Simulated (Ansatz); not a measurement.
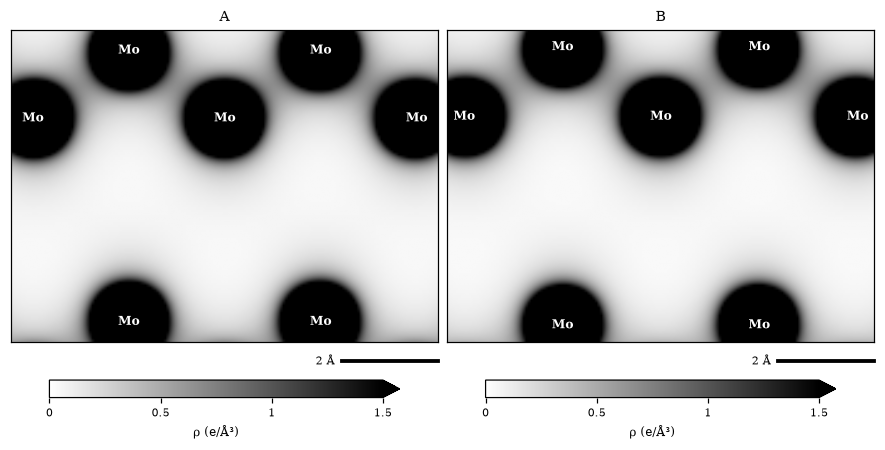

Mo. The valence charge density (pseudo) of two cells that differ in size, on the (101̄) plane of each (indices in the axes of the calculation cell), at one length scale and on one colour scale; one has 22.5 and the other 24.2 Å³ an atom.

All numbers below come from DFT, LDA (PW92), plane waves (420 eV) with PAW, scalar-relativistic (Ansatz).

The larger cell:

```
Mo
1.0
     0.00000    2.89209    2.89209
     2.89209    0.00000    2.89209
     2.89209    2.89209    0.00000
Mo
2
Cartesian
  0.7230 0.7230 0.7230
  5.0612 5.0612 5.0612
```

The smaller cell: a = 3.990 Å, b = 3.990 Å, c = 3.990 Å, α = 60.00°, β = 60.00°, γ = 60.00°.

> Which panel shows the smaller cell, and what does the compression change?

Panel A is the smaller cell, by 7 % in volume. From the larger cell to the smaller, Mo–Mo goes from 2.50 to 2.44 Å, and the density at its midpoint from 0.61 to 0.67 e/Å³; the pressure goes from −11 to −4.5 GPa.
